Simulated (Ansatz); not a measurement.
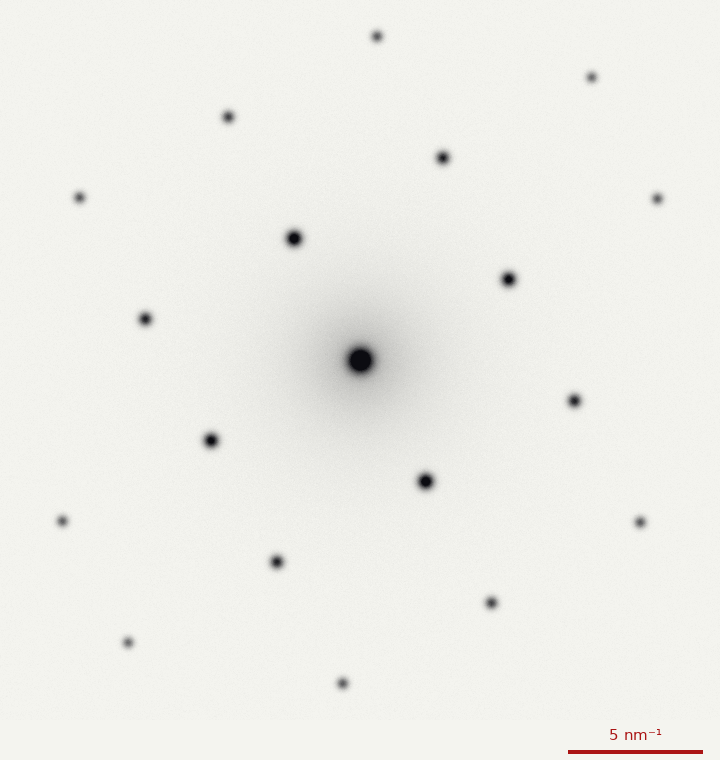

The pattern is a kinematic simulation for 300 kV electrons (no multiple scattering; isotropic B = 0.5 Å²).

Phase: Ge, space group Pm-3m (No. 221), a = 2.73 Å. Structure: coordinates from a relaxation with DFT, revPBE, plane waves (420 eV) with PAW, scalar-relativistic in Ansatz; the starting structure was generated, so it need not be a known form of this composition.

Q: Which low-index zone axis gives this pattern?

A: The spots form a rectangular net whose two shortest vectors correspond to d = 1.93 Å and 1.58 Å, 90.0° apart. They index as 0 -1 1 and -1 1 1, so the zone axis is ±[211] (or an equivalent direction of <211>).
